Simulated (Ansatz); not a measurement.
## Single-point calculation, with input and output: TiO$_{2}$ (part 2 of 2)

Continued. System: TiO$_{2}$ (slab, 24 atoms in the cell). Method: DFT PBE, scalar-relativistic, plane waves, PAW, no spin polarisation (Ansatz 0.2.0); cutoff 420 eV, 8×5×1 k-mesh, Gaussian smearing of 0.05 eV. The structure derives from a Materials Project entry. It belongs to a series of runs on one base structure; here: (1 0 1) slab cut from the bulk.

Geometry of the input (Å; fractional positions):
```
3.7992  0.0000  0.0000
-1.8996  5.2077  0.0000
0.0000  0.0000  27.9575
O  0.3121  0.6241  0.2683
Ti 0.1331  0.2661  0.2944
O  0.5953  0.1907  0.2999
O  0.9540  0.9081  0.3205
Ti 0.4163  0.8326  0.3260
O  0.2373  0.4746  0.3521
O  0.4451  0.8902  0.3948
Ti 0.2661  0.5322  0.4209
O  0.7284  0.4568  0.4264
O  0.0871  0.1742  0.4470
Ti 0.5494  0.0988  0.4526
O  0.3704  0.7407  0.4787
O  0.5782  0.1564  0.5213
Ti 0.3992  0.7983  0.5474
O  0.8614  0.7229  0.5530
O  0.2202  0.4403  0.5736
Ti 0.6824  0.3649  0.5791
O  0.5034  0.0068  0.6052
O  0.7112  0.4225  0.6479
Ti 0.5322  0.0644  0.6740
O  0.9945  0.9890  0.6795
O  0.3532  0.7064  0.7001
Ti 0.8155  0.6310  0.7056
O  0.6365  0.2730  0.7317
```

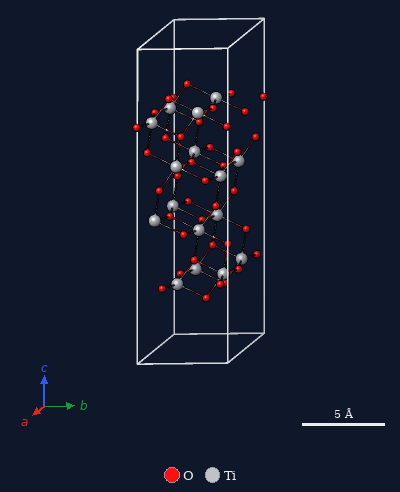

Fig. 1: The input geometry (ball-and-stick view of the 2 × 1 repeat of the cell, with the vacuum cut short, seen slightly off an axis).

**Output, continued**
```
  k-point 0: bands = ["-56.5137", "-56.5137", "-56.2919", "-56.2895", "-56.2388", "-56.2282", "-55.9336", "-55.9336", "-32.8798", "-32.8798", "-32.7237", "-32.7237", "-32.7157", "-32.7014", "-32.6812", "-32.6805", "-32.5926", "-32.5674", "-32.5278", "-32.5188", "-32.5172", "-32.4495", "-32.4430", "-32.4344", "-32.3930", "-32.3810", "-32.2205", "-32.2201", "-32.1902", "-32.1902", "-32.1186", "-32.1183", "-17.3774", "-17.2448", "-17.0975", "-16.9710", "-16.3863", "-16.3450", "-16.3141", "-16.3118", "-16.2479", "-16.2247", "-16.1744", "-15.9714", "-15.9294", "-15.9134", "-14.8249", "-14.8240", "-4.2847", "-4.2251", "-3.8829", "-3.7444", "-3.7165", "-3.6857", "-3.6800", "-3.6214", "-3.6101", "-3.5853", "-3.5700", "-3.5145", "-3.3079", "-3.2766", "-3.2659", "-2.6826", "-2.2744", "-2.2635", "-2.0816", "-1.9279", "-1.8978", "-1.8954", "-1.8893", "-1.8614", "-1.7872", "-1.7617", "-1.7326", "-1.6888", "-1.6033", "-1.3348", "-1.3160", "-1.0579", "-0.9299", "-0.8202", "-0.8041", "-0.7792", "-0.6861", "-0.6837", "-0.6615", "-0.6504", "-0.6333", "-0.3952", "-0.2932", "-0.1963", "-0.0445", "-0.0146", "-0.0042", "0.0744", "2.2244", "2.4018", "2.9420", "3.0051", "3.0729", "3.0754", "3.1933", "3.2882", "3.4304", "3.4550", "3.5750", "3.5983", "3.6912", "3.7006", "3.9837", "3.9886", "4.0132", "4.0866", "4.1087", "4.2292", "4.3071", "4.3240", "4.3464", "4.4115"]
  k-point 1: bands = ["-56.5135", "-56.5135", "-56.2895", "-56.2877", "-56.2412", "-56.2300", "-55.9338", "-55.9338", "-32.8794", "-32.8794", "-32.7242", "-32.7242", "-32.7051", "-32.6825", "-32.6707", "-32.6665", "-32.5846", "-32.5698", "-32.5366", "-32.5231", "-32.5199", "-32.4540", "-32.4389", "-32.4314", "-32.4161", "-32.3878", "-32.2284", "-32.2283", "-32.1897", "-32.1897", "-32.1210", "-32.1208", "-17.2928", "-17.1809", "-17.0554", "-16.9402", "-16.4768", "-16.3836", "-16.3354", "-16.2932", "-16.2442", "-16.2228", "-16.1830", "-16.0099", "-15.9739", "-15.9193", "-14.8395", "-14.8383", "-4.3083", "-4.1895", "-3.9088", "-3.7417", "-3.6697", "-3.6689", "-3.6661", "-3.6242", "-3.6074", "-3.5613", "-3.5545", "-3.4950", "-3.3566", "-3.2527", "-3.0962", "-2.6580", "-2.5316", "-2.4286", "-2.2243", "-2.0101", "-1.9853", "-1.9604", "-1.9077", "-1.8764", "-1.7435", "-1.7309", "-1.4370", "-1.3844", "-1.3462", "-1.3454", "-1.1809", "-1.0406", "-0.9667", "-0.9619", "-0.8186", "-0.8179", "-0.7995", "-0.7806", "-0.6974", "-0.6060", "-0.4969", "-0.4550", "-0.3568", "-0.2359", "-0.0763", "-0.0734", "-0.0026", "0.0886", "2.2655", "2.4178", "2.8864", "3.0217", "3.0859", "3.0880", "3.1821", "3.3768", "3.4002", "3.4722", "3.5253", "3.6049", "3.6303", "3.6884", "3.8932", "3.9604", "3.9809", "4.0468", "4.0794", "4.2290", "4.3019", "4.3520", "4.4369", "4.4784"]
  k-point 2: bands = ["-56.5132", "-56.5132", "-56.2850", "-56.2845", "-56.2458", "-56.2332", "-55.9341", "-55.9341", "-32.8786", "-32.8785", "-32.7251", "-32.7250", "-32.6788", "-32.6573", "-32.6515", "-32.6273", "-32.5991", "-32.5674", "-32.5322", "-32.5290", "-32.5243", "-32.4712", "-32.4595", "-32.4328", "-32.4270", "-32.4013", "-32.2427", "-32.2425", "-32.1888", "-32.1888", "-32.1245", "-32.1244", "-17.0835", "-17.0440", "-16.9733", "-16.8996", "-16.7062", "-16.5013", "-16.2886", "-16.2777", "-16.2459", "-16.2246", "-16.2018", "-16.0972", "-16.0213", "-15.9503", "-14.8634", "-14.8614", "-4.3002", "-4.2234", "-3.8606", "-3.7594", "-3.6423", "-3.6415", "-3.5793", "-3.5580", "-3.5533", "-3.5208", "-3.4905", "-3.4758", "-3.4163", "-3.2444", "-3.0544", "-2.9659", "-2.6447", "-2.3750", "-2.1947", "-1.9982", "-1.9974", "-1.9620", "-1.8823", "-1.8623", "-1.7335", "-1.6795", "-1.4764", "-1.3816", "-1.3679", "-1.2732", "-1.1446", "-1.1423", "-1.1067", "-0.8409", "-0.8358", "-0.8357", "-0.7904", "-0.7135", "-0.6620", "-0.5817", "-0.5655", "-0.4351", "-0.4029", "-0.2343", "-0.1062", "-0.0612", "-0.0005", "0.1105", "2.3567", "2.4244", "2.8247", "2.9685", "3.1052", "3.1129", "3.1900", "3.3830", "3.3977", "3.4613", "3.5093", "3.6075", "3.6318", "3.6580", "3.8405", "3.8891", "3.8982", "3.9657", "4.0380", "4.1794", "4.2693", "4.4303", "4.5056", "4.5492"]
  k-point 20: bands = ["-56.5112", "-56.5112", "-56.2824", "-56.2818", "-56.2445", "-56.2321", "-55.9322", "-55.9322", "-32.8768", "-32.8768", "-32.8181", "-32.8181", "-32.6977", "-32.6876", "-32.6663", "-32.6662", "-32.6635", "-32.6391", "-32.5701", "-32.5585", "-32.5273", "-32.4977", "-32.4790", "-32.4178", "-32.4028", "-32.3900", "-32.2515", "-32.2515", "-32.2257", "-32.2256", "-32.1186", "-32.1184", "-16.8243", "-16.6304", "-16.3942", "-16.2151", "-16.1407", "-16.1381", "-16.0782", "-16.0651", "-15.9552", "-15.9326", "-15.9275", "-15.9108", "-15.8537", "-15.8471", "-14.8132", "-14.8115", "-4.3001", "-4.2978", "-4.2475", "-4.2318", "-4.1873", "-4.0949", "-4.0398", "-4.0170", "-4.0025", "-3.9706", "-3.7727", "-3.7226", "-3.5860", "-3.5230", "-3.4654", "-3.4217", "-3.3074", "-3.1142", "-2.9564", "-2.8633", "-2.7482", "-2.6511", "-2.5793", "-2.5171", "-2.3952", "-2.3242", "-2.2892", "-2.1686", "-2.0995", "-2.0437", "-1.9451", "-1.8327", "-1.7143", "-1.5491", "-1.2707", "-1.2237", "-1.0002", "-0.7483", "-0.7008", "-0.5988", "-0.5255", "-0.2871", "-0.1515", "-0.1117", "-0.0607", "0.0044", "0.2873", "0.3042", "2.9873", "3.0061", "3.1935", "3.2530", "3.3373", "3.4052", "3.4338", "3.4996", "3.6077", "3.6197", "3.6529", "3.6878", "3.6963", "3.7242", "3.8610", "3.8945", "4.2124", "4.2361", "4.3263", "4.3570", "4.5531", "4.5902", "4.7137", "4.7669"]
```

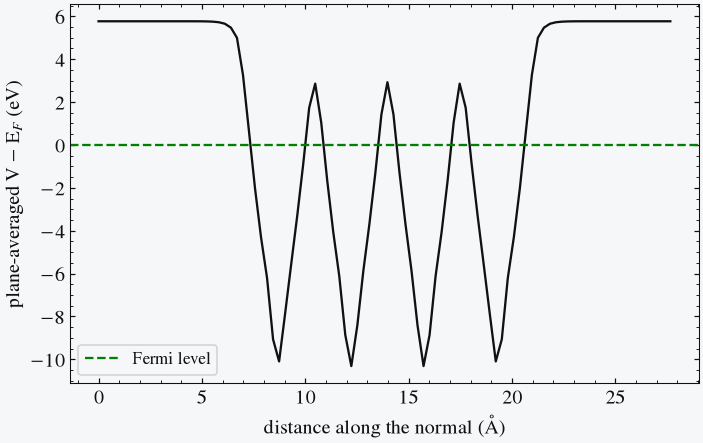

Fig. 2: Plane average of the electrostatic potential energy of an electron across the cell, from the Fermi level. The vacuum level lies 5.77 eV above the Fermi level.

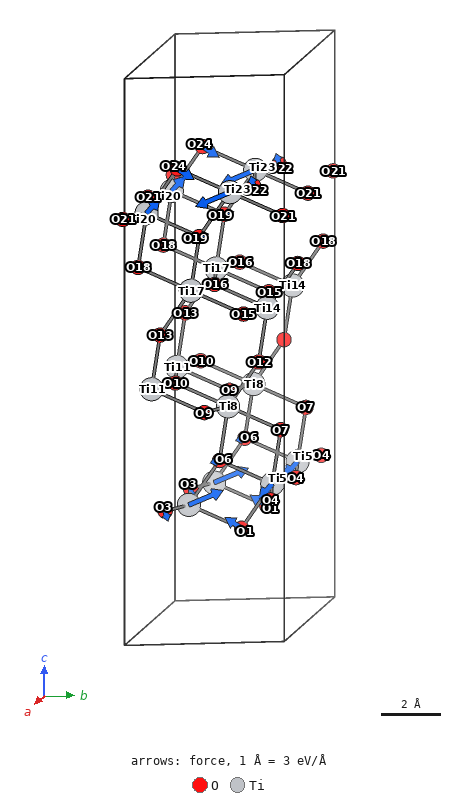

Fig. 3: Forces on the atoms as blue arrows (ball-and-stick view of the 2 × 1 repeat of the cell, with the vacuum cut short, seen slightly off an axis; atoms are numbered from 1 in the order of the input); the smallest are left out. The largest act on Ti2, Ti23 (4.10 eV/Å); Ti5, Ti20 (2.24 eV/Å); O1, O24 (2.16 eV/Å). The geometry is not a stationary point of this energy.

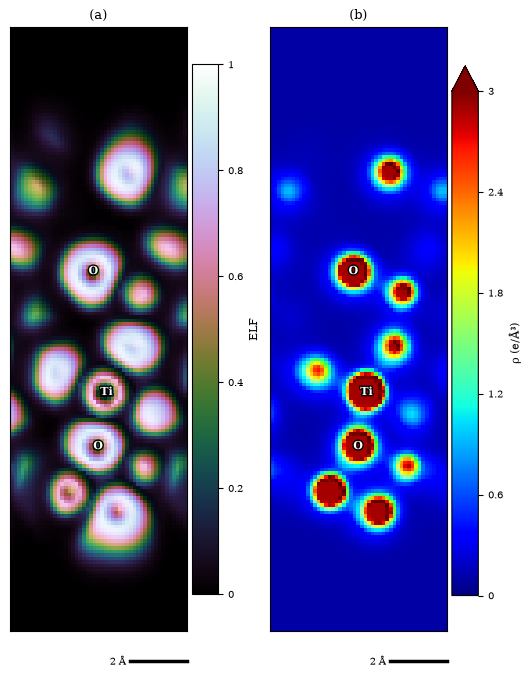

Fig. 4: (a) ELF; (b) valence electron density on the (100) plane of the calculation cell, a cut from vacuum to vacuum. Ti–O (1.95 Å): the density is about 0.72 e/Å³ at the midpoint; the ELF is about 0.20 at the midpoint. The density dies away to nearly zero in the vacuum. The strong features right at Ti lie inside the PAW spheres (semicore, d or f shells) and say nothing about bonding. Core electrons are frozen (PAW), so the fields are smoothed inside the atomic spheres.

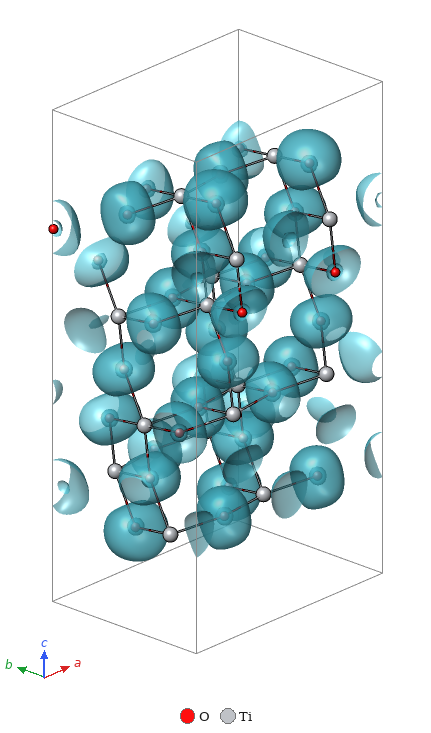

Fig. 5: Isosurface of the electron localisation function at 0.6 (cyan), seen at an oblique angle. Core shells and regions of very low density are left out. Sticks mark near contacts. Counts are for one cell; the picture repeats the cell along the surface. Profiles from the grid: Ti–O (1.95 Å): the ELF is about 0.20 at the midpoint. Ti–O (2.00 Å): the ELF is about 0.20 at the midpoint.

**Results in brief**

| quantity | value |
| --- | --- |
| outcome | converged |
| electrons treated | 192 |
| free energy | −29107.0819 eV |
| work function, top face | 5.77 eV |
| work function, bottom face | 5.77 eV |
| Fermi energy | 1.282 eV |
| gap on the k-point mesh | 1.89 eV |
| work function (upper face) | 5.77 eV |
| largest force (length of the vector) | 4.104 eV/Å |
| hardware | 4 threads of Intel Xeon (Sapphire Rapids), 192 GiB of memory available, shared host |
| wall time | 53 s (CPU time 3.3 min) |
| peak memory | 2.1 GiB |

**Remarks**

The program warns: the k-point mesh lowers the symmetry that the run can use; the exchange-correlation potential is rough where the density is thin.
